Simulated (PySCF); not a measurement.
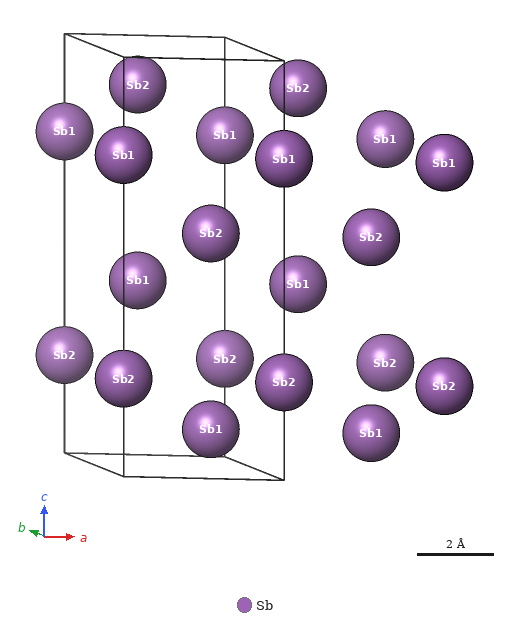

Figure 1. The structure as given in the input (spheres-only view of the cell 3 times as large as that of the calculation, set on its symmetry axes, repeated 2 × 1 × 1, seen slightly off an axis; atoms are numbered from 1 in the order of the input). An atom can appear more than once, as a periodic image.

**Sb: band-structure run**

The run: band-structure run of Sb (R-3m, 2 atoms in the cell). Method and program: Kohn-Sham DFT of a periodic cell in Gaussian orbitals, BLYP, SZV-MOLOPT-SR/GTH-BLYP, no spin polarisation (PySCF 2.14.0).

The structure derives from an entry of the Crystallography Open Database.

Input
```python
import json
import numpy as np
from pyscf.pbc import gto, scf, dft, df

cell = gto.Cell()
cell.basis = 'SZV-MOLOPT-SR-GTH-q5'
cell.pseudo = 'GTH-BLYP-q5'
cell.fromfile('Sb.xyz')
cell.ke_cutoff = 50  # hartree
cell.exp_to_discard = 0.02
cell.precision = 1e-08
cell.space_group_symmetry = True
cell.symmorphic = False
cell.max_memory = 5040  # MB
cell.verbose = 4
cell.build()

res = {}
kpts = cell.make_kpts([4, 4, 4], space_group_symmetry=True, time_reversal_symmetry=True)
cell.space_group_symmetry = False  # the mesh holds the operations; no search on the supercells of the integral code
mf = dft.KRKS(cell, kpts, xc='blyp')
mf = mf.multigrid_numint()
mf = mf.smearing(sigma=0.00183747, method='fermi')  # hartree
mf.conv_tol = 1e-07
mf.max_cycle = 60

mf.kernel()
res.update(converged=bool(mf.converged), e_tot=mf.e_tot, nelec=cell.nelectron, nao=cell.nao, mesh=list(map(int, cell.mesh)), a=cell.lattice_vectors().tolist(), coords=cell.atom_coords().tolist(),
           mo_energy=[np.real(x).tolist() for x in mf.mo_energy], mo_occ=[np.real(x).tolist() for x in mf.mo_occ])
res.update(e_free=mf.e_free, e_zero=mf.e_zero)
res.update(kpts=kpts.kpts_scaled_ibz.tolist(), weights=kpts.weights_ibz.tolist())
res['parts'] = {k: float(np.real(v)) for k, v in mf.scf_summary.items() if np.isscalar(v)}
json.dump(res, open('results.json', 'w'))
if not mf.converged:
    raise SystemExit('SCF not converged')

print('levels (eV)')
for i, kp in enumerate(res['kpts'][:40]):
    print('k %7.4f %7.4f %7.4f  ' % tuple(kp), ' '.join('%.3f' % (x * 27.211386) for x in res['mo_energy'][i][:10]))

mf = mf.to_khf()  # unfold to the whole mesh
kpts = mf.kpts
# Mulliken populations
dm, s = np.asarray(mf.make_rdm1()), np.asarray(mf.get_ovlp())
sites = cell.aoslice_by_atom()[:, 2:]
tot = np.einsum('kij,kji->i', dm, s).real / len(kpts)
res['mulliken'] = [cell.atom_charge(i) - tot[a0:a1].sum() for i, (a0, a1) in enumerate(sites)]
print('Mulliken charges', np.round(res['mulliken'], 5))

scaled = np.array([[0.0, 0.0, 0.0], [0.1, 0.0, 0.0], [0.2, 0.0, 0.0], [0.3, 0.0, 0.0], [0.4, 0.0, 0.0], [0.5, 0.0, 0.0], [0.5, 0.059922, -0.059922], [0.5, 0.119844, -0.119844], [0.5, 0.179766, -0.179766], [0.5, 0.239687, -0.239687], [0.760313, 0.5, 0.239687], [0.695234, 0.5, 0.304766], [0.630156, 0.5, 0.369844], [0.565078, 0.5, 0.434922], [0.5, 0.5, 0.5], [0.4, 0.4, 0.4], [0.3, 0.3, 0.3], [0.2, 0.2, 0.2], [0.1, 0.1, 0.1], [0.0, 0.0, 0.0], [0.061641, 0.0, -0.061641], [0.123281, 0.0, -0.123281], [0.184922, 0.0, -0.184922], [0.246562, 0.0, -0.246562], [0.308203, 0.0, -0.308203], [0.369844, 0.0, -0.369844], [0.630156, 0.369844, 0.0], [0.565078, 0.434922, 0.0], [0.5, 0.5, 0.0], [0.565078, 0.565078, 0.119844], [0.630156, 0.630156, 0.239687], [0.597617, 0.597617, 0.304766], [0.565078, 0.565078, 0.369844], [0.532539, 0.532539, 0.434922], [0.5, 0.5, 0.5], [0.5, 0.0, 0.0], [0.565078, 0.092461, 0.092461], [0.630156, 0.184922, 0.184922], [0.695234, 0.277383, 0.277383], [0.760313, 0.369844, 0.369844]])  # GLB1,BZGX,QFP1Z,LP
e_kn = mf.get_bands(cell.get_abs_kpts(scaled))[0]
res.update(band_k=np.asarray(scaled).tolist(), bands=np.asarray(e_kn).real.tolist())
for kp, e in zip(scaled, np.asarray(e_kn).real):
    print('k %7.4f %7.4f %7.4f  ' % tuple(kp), ' '.join('%8.3f' % (x * 27.211386) for x in e[:11]))
res['done'] = True
json.dump(res, open('results.json', 'w'))
```

File Sb.xyz
```
2
Lattice="2.1542000000 1.2437279499 3.7580000000 -2.1542000000 1.2437279499 3.7580000000 0.0000000000 -2.4874558998 3.7580000000" Properties=species:S:1:pos:R:3 pbc="T T T"
Sb     0.0000000000      0.0000000000      8.6416337400
Sb     0.0000000000      0.0000000000      2.6323662600
```

Machine: 4 threads of Arm Neoverse V1, 24 GiB of memory available, shared host.

Command:
```bash
OMP_NUM_THREADS=4 python -u run.py > log
```

Log
```
Discarded 0 diffused primitive functions, 0 contracted functions
time reversal: False
k-points in IBZ                         weights
  0:  0.000000,  0.000000,  0.000000    1/64
  1:  0.500000,  0.000000,  0.000000    3/64
  2:  0.500000,  0.500000,  0.000000    3/64
  3:  0.500000,  0.500000,  0.500000    1/64
  4:  0.750000,  0.000000,  0.000000    6/64
  5:  0.750000,  0.250000,  0.000000    6/64
  6:  0.750000,  0.500000,  0.000000    12/64
  7:  0.750000,  0.500000,  0.250000    6/64
  8:  0.750000,  0.500000,  0.500000    6/64
  9:  0.750000,  0.750000,  0.000000    6/64
 10:  0.750000,  0.750000,  0.250000    6/64
 11:  0.750000,  0.750000,  0.500000    6/64
 12:  0.750000,  0.750000,  0.750000    2/64

******** <class 'pyscf.pbc.scf.smearing.SmearingKsymAdaptedKRKS'> ********
method = SmearingKsymAdaptedKRKS
initial guess = minao
damping factor = 0
level_shift factor = 0
DIIS = <class 'pyscf.scf.diis.CDIIS'>
diis_start_cycle = 1
diis_space = 8
diis_damp = 0
SCF conv_tol = 1e-07
SCF conv_tol_grad = None
SCF max_cycles = 60
direct_scf = True
direct_scf_tol = 1e-13

******** PBC SCF flags ********
N kpts (BZ) = 64
N kpts (IBZ) = 13
Exchange divergence treatment (exxdiv) = ewald
    madelung (= occupied orbital energy shift) = 0.09731747763223844
    Total energy shift due to Ewald probe charge = -1/2 * Nelec*madelung = -0.486587388161
DF object = <pyscf.pbc.df.fft.FFTDF object>
XC functionals = blyp
small_rho_cutoff = 0
Uniform grid, mesh = [29 29 29]
Set gradient conv threshold to 0.000316228
nelec by numeric integration = 10.000000000000009
init E= -10.8166475851443
    sigma = 0.00183747  Optimized mu = 0.301664658897  entropy = 0.0487271807144
nelec by numeric integration = 10.00000000000207
    Total E(T) = -10.9074998767225  Free energy = -10.9075894114552  E0 = -10.9075446440888
cycle= 1 E= -10.9074998767225  delta_E= -0.0909  |g|= 0.0625  |ddm|= 9.16
    sigma = 0.00183747  Optimized mu = 0.295890952872  entropy = 0.00944272613203
nelec by numeric integration = 10.000000000002128
    Total E(T) = -10.9081277448226  Free energy = -10.9081450955486  E0 = -10.9081364201856
cycle= 2 E= -10.9081277448226  delta_E= -0.000628  |g|= 0.0224  |ddm|= 1.51
    sigma = 0.00183747  Optimized mu = 0.296754404092  entropy = 0.0127614179442
nelec by numeric integration = 10.000000000002116
    Total E(T) = -10.9082028434432  Free energy = -10.9082262921658  E0 = -10.9082145678045
cycle= 3 E= -10.9082028434432  delta_E= -7.51e-05  |g|= 0.000229  |ddm|= 0.232
    sigma = 0.00183747  Optimized mu = 0.296776854334  entropy = 0.0128419490555
nelec by numeric integration = 10.00000000000212
    Total E(T) = -10.9082027043662  Free energy = -10.9082263010624  E0 = -10.9082145027143
cycle= 4 E= -10.9082027043662  delta_E= 1.39e-07  |g|= 8.68e-07  |ddm|= 0.00279
    sigma = 0.00183747  Optimized mu = 0.296776809262  entropy = 0.0128414949188
nelec by numeric integration = 10.000000000002112
    Total E(T) = -10.908202705201  Free energy = -10.9082263010627  E0 = -10.9082145031319
cycle= 5 E= -10.908202705201  delta_E= -8.35e-10  |g|= 1.07e-08  |ddm|= 1.39e-05
    sigma = 0.00183747  Optimized mu = 0.296776810439  entropy = 0.0128415054826
```

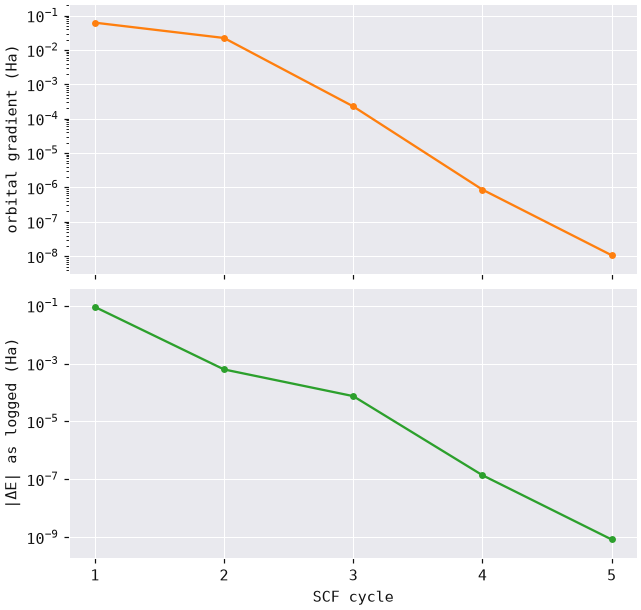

Figure 2. Convergence of the self-consistent field: orbital gradient and size of the energy change against the SCF cycle. The residual falls at every step.

```
nelec by numeric integration = 10.000000000002114
    Total E(T) = -10.9082027051816  Free energy = -10.9082263010627  E0 = -10.9082145031222
Extra cycle  E= -10.9082027051816  delta_E= 1.94e-11  |g|= 3.29e-09  |ddm|= 2.68e-07
converged SCF energy = -10.9082027051816
levels (eV)
k  0.0000  0.0000  0.0000   -5.094 2.873 5.660 5.787 5.787 10.587 10.795 10.795
k  0.5000  0.0000  0.0000   -2.794 -2.017 5.756 5.971 7.744 8.425 8.833 9.066
k  0.5000  0.5000  0.0000   -2.702 -0.366 2.273 3.914 3.950 12.367 12.780 14.595
k  0.5000  0.5000  0.5000   -3.647 -1.267 6.477 6.477 7.915 8.271 8.271 9.589
k  0.7500  0.0000  0.0000   -4.423 0.615 5.745 5.769 6.874 9.700 9.787 9.880
k  0.7500  0.2500  0.0000   -3.305 -0.852 3.449 6.078 6.399 9.059 9.615 12.543
k  0.7500  0.5000  0.0000   -2.891 -1.069 3.250 4.708 5.300 10.952 11.186 12.470
k  0.7500  0.5000  0.2500   -2.304 -1.284 2.710 2.758 7.182 8.887 13.555 13.576
k  0.7500  0.5000  0.5000   -3.295 -0.666 3.213 4.727 5.770 10.971 11.156 12.588
k  0.7500  0.7500  0.0000   -4.253 0.929 4.318 4.728 6.048 10.188 11.500 11.746
k  0.7500  0.7500  0.2500   -2.843 -1.196 3.502 4.579 5.380 11.016 11.017 12.394
k  0.7500  0.7500  0.5000   -3.614 -0.519 3.374 5.844 7.372 9.019 9.463 12.591
k  0.7500  0.7500  0.7500   -4.567 0.643 6.016 6.016 7.149 9.593 9.593 10.032
Mulliken charges [-0. -0.]
nelec by numeric integration = 10.000000000002114
k  0.0000  0.0000  0.0000     -5.094    2.873    5.660    5.787    5.787   10.587   10.795   10.795
k  0.1000  0.0000  0.0000     -4.986    2.356    5.693    5.776    6.074   10.442   10.594   10.596
k  0.2000  0.0000  0.0000     -4.663    1.243    5.733    5.753    6.619    9.999   10.091   10.139
k  0.3000  0.0000  0.0000     -4.133   -0.018    5.741    5.815    7.104    9.384    9.488    9.624
k  0.4000  0.0000  0.0000     -3.419   -1.222    5.749    5.919    7.503    8.772    9.013    9.217
k  0.5000  0.0000  0.0000     -2.794   -2.017    5.756    5.971    7.744    8.425    8.833    9.066
k  0.5000  0.0599 -0.0599     -2.688   -1.980    4.762    6.126    6.489    8.995    9.583   10.207
k  0.5000  0.1198 -0.1198     -2.379   -1.915    3.493    4.965    6.382    9.026   11.425   11.775
k  0.5000  0.1798 -0.1798     -1.954   -1.904    2.718    3.697    6.740    9.013   12.893   12.985
k  0.5000  0.2397 -0.2397     -2.233   -1.367    2.651    2.845    7.121    8.914   13.544   13.554
k  0.7603  0.5000  0.2397     -2.233   -1.367    2.651    2.845    7.121    8.914   13.544   13.554
k  0.6952  0.5000  0.3048     -2.729   -0.993    2.689    3.304    7.462    8.703   13.150   13.269
k  0.6302  0.5000  0.3698     -3.209   -1.021    3.524    4.456    7.685    8.445   11.719   12.183
k  0.5651  0.5000  0.4349     -3.534   -1.191    5.058    5.782    7.898    8.232    9.670   10.677
k  0.5000  0.5000  0.5000     -3.647   -1.267    6.477    6.477    7.915    8.271    8.271    9.589
k  0.4000  0.4000  0.4000     -3.895   -0.853    6.348    6.348    7.794    8.556    8.556    9.667
k  0.3000  0.3000  0.3000     -4.353    0.085    6.118    6.118    7.425    9.214    9.214    9.885
k  0.2000  0.2000  0.2000     -4.751    1.223    5.932    5.932    6.820    9.965    9.965   10.190
k  0.1000  0.1000  0.1000     -5.007    2.320    5.823    5.823    6.085   10.471   10.564   10.564
k  0.0000  0.0000  0.0000     -5.094    2.873    5.660    5.787    5.787   10.587   10.795   10.795
k  0.0616  0.0000 -0.0616     -4.982    2.364    5.555    5.835    6.122   10.351   10.426   10.867
k  0.1233  0.0000 -0.1233     -4.647    1.313    5.035    6.193    6.673    9.583    9.662   11.221
k  0.1849  0.0000 -0.1849     -4.098    0.197    4.290    6.599    6.793    8.845    9.185   11.791
k  0.2466  0.0000 -0.2466     -3.352   -0.801    3.492    6.127    6.430    9.017    9.574   12.501
k  0.3082  0.0000 -0.3082     -2.452   -1.610    2.796    5.262    5.740   10.017   10.450   13.252
k  0.3698  0.0000 -0.3698     -2.200   -1.499    2.328    4.563    4.990   11.161   11.468   13.923
k  0.6302  0.3698  0.0000     -2.200   -1.499    2.328    4.563    4.990   11.161   11.468   13.923
k  0.5651  0.4349  0.0000     -2.577   -0.677    2.188    4.104    4.278   12.054   12.397   14.418
k  0.5000  0.5000  0.0000     -2.702   -0.366    2.273    3.914    3.950   12.367   12.780   14.595
k  0.5651  0.5651  0.1198     -2.657   -0.583    2.203    4.034    4.362   12.132   12.394   14.441
k  0.6302  0.6302  0.2397     -2.608   -1.030    2.295    4.393    5.208   11.411   11.497   14.008
k  0.5976  0.5976  0.3048     -2.946   -0.964    2.629    4.773    5.860   10.683   11.029   13.437
k  0.5651  0.5651  0.3698     -3.315   -1.066    3.725    5.347    6.656    9.762   10.244   12.084
k  0.5325  0.5325  0.4349     -3.562   -1.209    5.254    6.040    7.561    8.806    9.074   10.504
k  0.5000  0.5000  0.5000     -3.647   -1.267    6.477    6.477    7.915    8.271    8.271    9.589
k  0.5000  0.0000  0.0000     -2.794   -2.017    5.756    5.971    7.744    8.425    8.833    9.066
k  0.5651  0.0925  0.0925     -2.759   -1.948    5.182    5.550    7.130    9.130    9.143    9.985
k  0.6302  0.1849  0.1849     -2.669   -1.748    3.923    5.121    6.375    9.858   10.048   11.641
k  0.6952  0.2774  0.2774     -2.583   -1.433    2.886    4.702    5.725   10.676   10.871   13.131
k  0.7603  0.3698  0.3698     -2.608   -1.030    2.295    4.393    5.208   11.411   11.497   14.008
```

Results in brief

```tsv
quantity	value
outcome	converged
space group (tolerance 0.01 Å)	R-3m (166)
electrons treated	10
free energy	−296.8280 eV
total energy	−296.8273 eV
Fermi energy	8.076 eV
gap on the k-point mesh	0.36 eV
gap on the band path	0.32 eV
wall time	7.3 s (CPU time 20 s)
peak memory	0.32 GiB
```

The settings depart from the standard set-up of this series, which can bear on the numbers. So coarse a mesh can miss the band edges, so the true gap of this method can be much smaller, or zero.
